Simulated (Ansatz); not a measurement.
```xyz
11
Lattice="3.9012 0.0000 0.0000 -1.9506 3.3785 0.0000 0.0000 0.0000 9.8072" Properties=species:S:1:pos:R:3 pbc="T T T"
Ni    0.0000    0.0000    3.6611
Ni    0.0000    0.0000    8.6202
Ni    0.0000    0.0000    1.1871
Ni    0.0000    0.0000    6.1461
Ni    1.9506    1.1262    4.9036
Ni    0.0000    2.2523    2.4088
Ni    0.0000    2.2523    7.3985
Ge    1.9506    1.1262    2.3700
Ge    1.9506    1.1262    7.4372
Ge    0.0000    2.2523    0.0000
Ge    0.0000    2.2523    4.9036
```

Space group P-6m2; a structure from a database of computed crystals, not necessarily the ambient phase; changed on purpose from its base cell (volume × 0.97, shape and atoms relaxed); computed pressure about 6 GPa in this cell; computed without spin polarisation.

Computed with DFT r2SCAN, scalar-relativistic, plane waves, PAW in Ansatz.

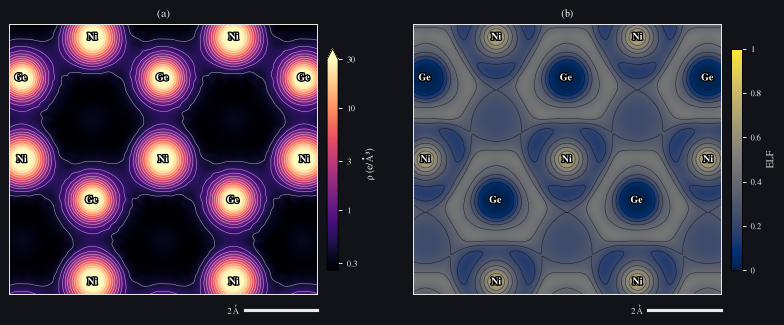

Ni7Ge4. (a) valence charge density (pseudo); (b) electron localisation function on the (001) plane of the conventional cell.

In a PAW calculation such maps are meaningful between the atoms, not at the nuclei.

### What do the fields say about this system?

The plane passes through Ni and Ge nuclei.
Ni–Ge (2.25 Å): the density is about 0.55 e/Å³ at the midpoint; the ELF is about 0.40 at the midpoint.
Between the atoms the lowest density in this plane is 0.26 e/Å³.
The features right at Ni lie inside the PAW spheres, where the map follows smoothed inner orbitals and isn't to be read closely.

### Does the calculation give a band gap?

It is metallic or semimetallic at this level of theory: no gap opens.
